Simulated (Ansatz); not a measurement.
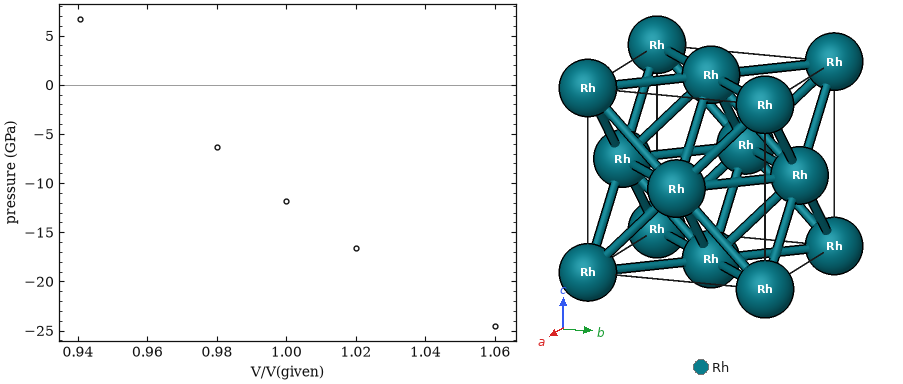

The picture above shows the pressure against V/V(given) for Rh, space group Fm-3m (No. 225). The conventional cell is drawn beside the plot.

Cell as given: a = 2.691 Å, b = 2.691 Å, c = 2.691 Å, α = 60.00°, β = 60.00°, γ = 60.00°; 1 atom.

Calculation (Ansatz 0.2.0): periodic Kohn-Sham DFT of a crystal at fixed atoms, scaled to the stated factor times the given cell; pressure positive in compression. Level: LDA.

| setting | value |
| --- | --- |
| method | frozen-core PAW |
| relativity | scalar |
| k mesh | 18×18×18 |
| occupations | Fermi–Dirac |
| smearing width | 0.05 eV |
| wave cutoff | 420 eV |
| PAW set | soft_2 |

V(given) is 13.78 Å³/atom.

### Read off the course of the pressure.

It falls from 6.7 GPa at V/V(given) 0.941 to −24.5 GPa at 1.060, and changes sign near 0.961.

### What does the calculation give for the volume at zero pressure from a fit of the pressures?

13.2 Å³/atom.

### What does the calculation give for the bulk modulus from that fit?

316 GPa.

Caveats: PAW files made with PBE.
